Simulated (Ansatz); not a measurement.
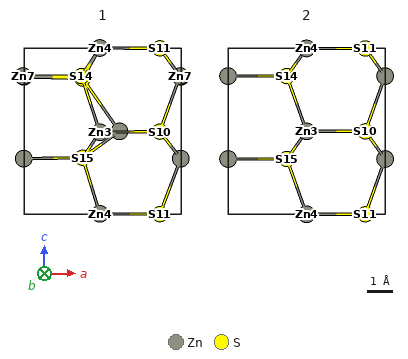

Two geometries of a defect cell of composition Zn$_{8}$S$_{7}$, drawn at one scale. One is the start of a relaxation, the other its converged end. The picture is a ball-and-stick view of the cell of the calculation (origin shifted), seen along the b axis.

These are results of Ansatz, DFT PBE, scalar-relativistic, plane waves, PAW, not measurements. Set-up: plane-wave cutoff 420 eV; k-point mesh 2 × 2 × 2; occupations gaussian; smearing width 0.01 eV; no spin polarisation; atoms relaxed in a fixed cell; force threshold 0.025 eV/Å; at most 45 steps.

Which of the two is the end point?

Answer. Structure 1 is the relaxed one. Case: S vacancy (site b), charge +0, atoms relaxed at the host's cell. The energy falls by 0.276 eV per cell of the calculation in 7 accepted moves (8 points after the start). Largest force component: 0.49 eV/Å at the start, 0.013 eV/Å at the end. The line search rejected the trial step at point 7 of the run. A Zn atom moves most: 0.68 Å along +a. Largest moves by element: Zn 0.68 Å, S 0.10 Å. The cell doesn't change. Some distances before and after: S–Zn 2.356 → 2.582 Å, S–Zn 2.361 → 2.408 Å, S–Zn 2.356 → 2.382 Å, S–Zn 2.361 → 2.352 Å. Bond angles that change, for instance: S–Zn–S 109.3° → 90.6°, Zn–S–Zn 109.6° → 126.6°, S–Zn–S 109.3° → 116.8°. Cost: 17 s on 4 threads of Arm Neoverse V2, with other jobs on the host, peak memory 0.83 GiB.

Limits of the set-up: the periodic images lie only 6.3 Å apart, so the values are limited by the cell's size.
